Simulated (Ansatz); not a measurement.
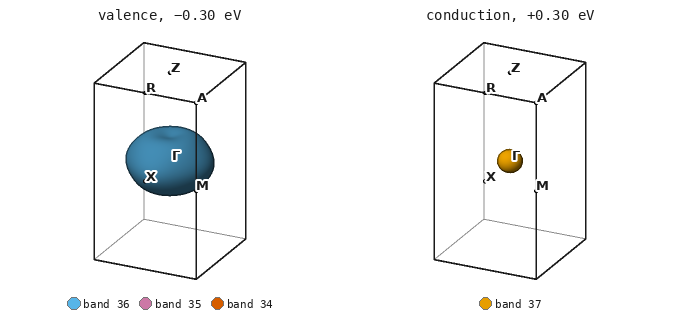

ZnO (space group P4_2/mnm, No. 136): constant-energy surfaces at both band edges (energies from each edge).

These are results of DFT PBE, scalar-relativistic, plane waves, PAW; levels and slopes on a dense k mesh at the converged density (Ansatz 0.2.0), not measurements. No spin polarisation. k mesh for the levels: 20×20×34. Unrelaxed database geometry (residual pressure 5 GPa). The cell comes from a database of computed structures, not from a measurement.

Masses come from a second pass at points close to the extrema; at the energies drawn a band may no longer be parabolic.

Is the gap direct or indirect, and how large does the calculation make it?

Answer. The gap is direct, 0.81 eV at this level of theory, which underestimates gaps and can reorder valleys that lie close.

Give the valleys and their effective masses.

Answer. Valence band (extrema up to 0.30 eV from the edge): one maximum at Γ, principal masses 0.16, 2.44 and 2.44 mₑ. Band 36 forms the valence edge; band 35 begins 0.18 eV lower (at Γ) and band 34 begins 0.18 eV lower (at Γ).
Conduction band (extrema up to 0.30 eV from the edge): one minimum at Γ, principal masses 0.14, 0.18 and 0.18 mₑ. Band 37 forms the conduction edge.

Where one band's surface lies inside another's, the outer one hides all or part of it.
